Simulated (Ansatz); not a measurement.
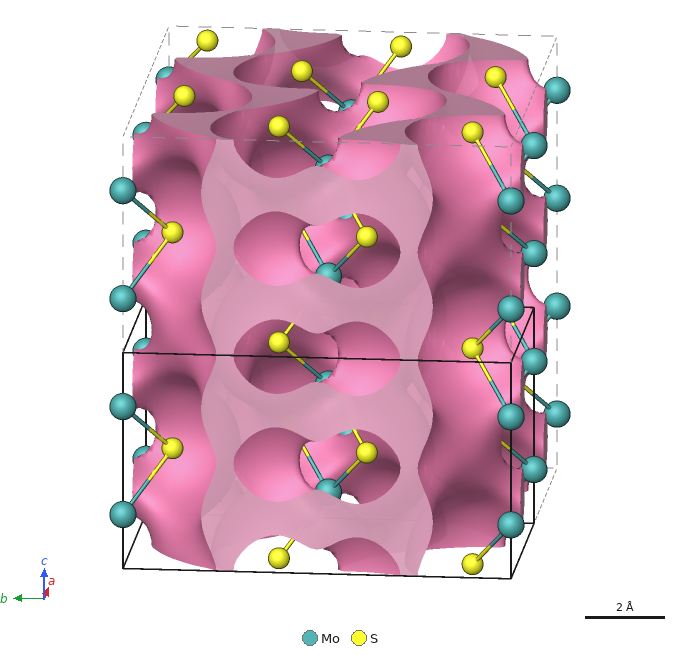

Crystal voids of MoS$_{2}$ (Ibam, No. 72): the pink surface encloses the regions where the procrystal electron density, the sum of the densities of spherically averaged neutral Hartree-Fock atoms, is below 0.007 e/bohr³ (2×1×2 cells, view from a free direction). No self-consistent density enters. Pale faces close the region where the drawn box cuts it. From Rb on the atoms have core potentials, so only their outer electrons count. The usual level for crystal voids is 0.002 e/bohr³; this crystal has almost no region below it, so a higher level is used, which marks the interstitial space of lowest density.

The cell is taken from coordinates from a relaxation with Ansatz, DFT, PBEsol, plane waves, PAW.

```xyz
12
Lattice="5.5961 0.0000 0.0000 0.0000 9.9089 0.0000 0.0000 0.0000 5.6673" Properties=species:S:1:pos:R:3 pbc="T T T"
Mo    0.0000    0.0000    4.2505
Mo    0.0000    0.0000    1.4168
S     1.4375    3.8321    2.8336
S     1.3605    1.1223    0.0000
S     4.2356    1.1223    2.8336
S     4.1586    3.8321    0.0000
Mo    2.7980    4.9545    1.4168
Mo    2.7980    4.9545    4.2505
S     4.2356    8.7866    0.0000
S     4.1586    6.0768    2.8336
S     1.4375    6.0768    0.0000
S     1.3605    8.7866    2.8336
```

Question: What share of the cell is void by this measure?

Answer: The voids take about 27 % of the cell (84 Å³ of 314.3 Å³) and are bounded by about 220 Å² of surface per cell.

Question: What shape does the empty space take in three dimensions?

Answer: Where they connect, they form a three-dimensional network.

Question: How low does the density fall, and where?

Answer: To about 0.0031 e/bohr³ near 0.17, 0.35, 0.00 (fractional), 2.4 Å from the nearest nucleus.

Question: At what density do the voids first join through the crystal?

Answer: At about 0.0034 e/bohr³, as one-dimensional channels along [001].
